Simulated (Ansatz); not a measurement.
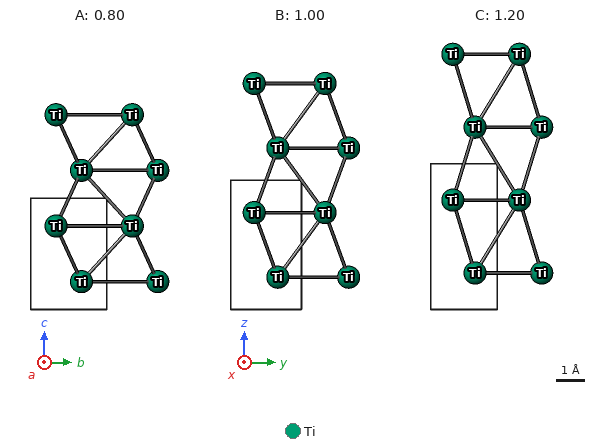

Crystalline Ti (P6_3/mmc): the ratio of the cell's length along z to its lengths across, counted as 1 for the reference, is changed at fixed volume (a c/a path), with the atoms kept at their fractional coordinates. x, y and z are the Cartesian axes of the input. The picture is a ball-and-stick view of the cell of the calculation, repeated 2 × 2 × 2 with one cell outlined, seen along the a axis.

These are results of DFT r2SCAN, scalar-relativistic, plane waves, PAW (Ansatz 0.2.0), not measurements. Set-up: plane-wave cutoff 500 eV; k-point mesh 24 × 24 × 14; occupations gaussian; smearing width 0.15 eV; no spin polarisation. Energies (free energies at the smearing named) are counted from the relaxed crystal.

**Order these geometries by energy, lowest first.**

Lowest first: B (the relative ratio 1.00, 0.0 meV/atom), C (the relative ratio 1.20, 141.2 meV/atom), A (the relative ratio 0.80, 175.5 meV/atom). Over the whole scan: the lowest computed point lies at the relative ratio 1.00 (0.0 meV/atom). The end points stand at 175.5 meV/atom (0.80) and 141.2 meV/atom (1.20). The distortion keeps the space group P6_3/mmc. At the relative ratio 0.80 the cell of the drawing goes a 2.936 → 3.162 Å, b 2.936 → 3.162 Å, c 4.636 → 3.995 Å.
